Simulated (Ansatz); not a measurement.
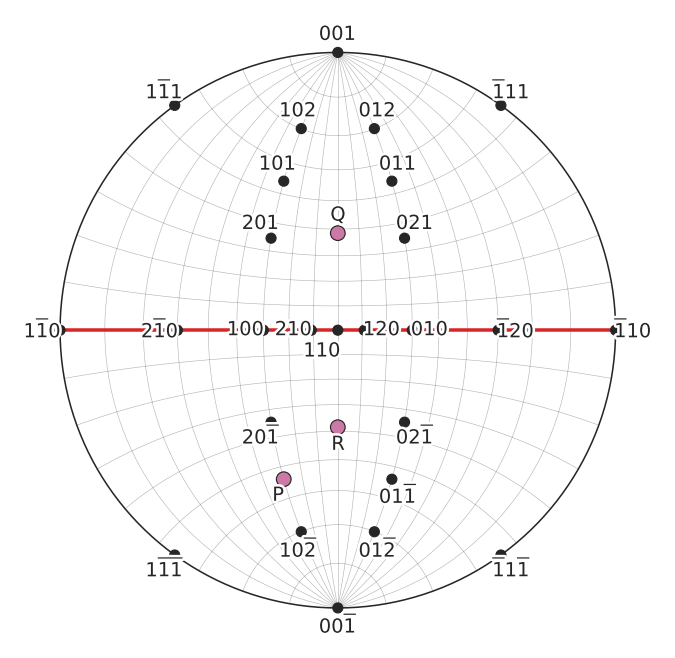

For Ru, coordinates from a relaxation with DFT PBE, scalar-relativistic, plane waves, PAW in Ansatz 0.2.0: stereographic projection of plane normals (upper hemisphere) centred on (1 1 0). All values are computed from the atomic coordinates in the standard setting (tolerance 0.002 Å).

a = 4.268 Å, b = 4.268 Å, c = 2.682 Å, α = 90.00°, β = 90.00°, γ = 120.00°.

> Index the poles marked P, Q, R.

P is (1 0 −1), in four indices (1 0 −1 −1), 59.4° from the centre; Q is (1 1 1), in four indices (1 1 −2 1), 38.5° from the centre; R is (1 1 −1), in four indices (1 1 −2 −1), 38.5° from the centre.

> Which zone does the coloured great circle trace?

The zone [0 0 1]: its poles satisfy l = 0.

> What is the angle between the normals of (1 2 0) and (0 1 0), and what are their d_hkl = 1/|g|?

19.1°; d = 1.397 Å and 3.697 Å.
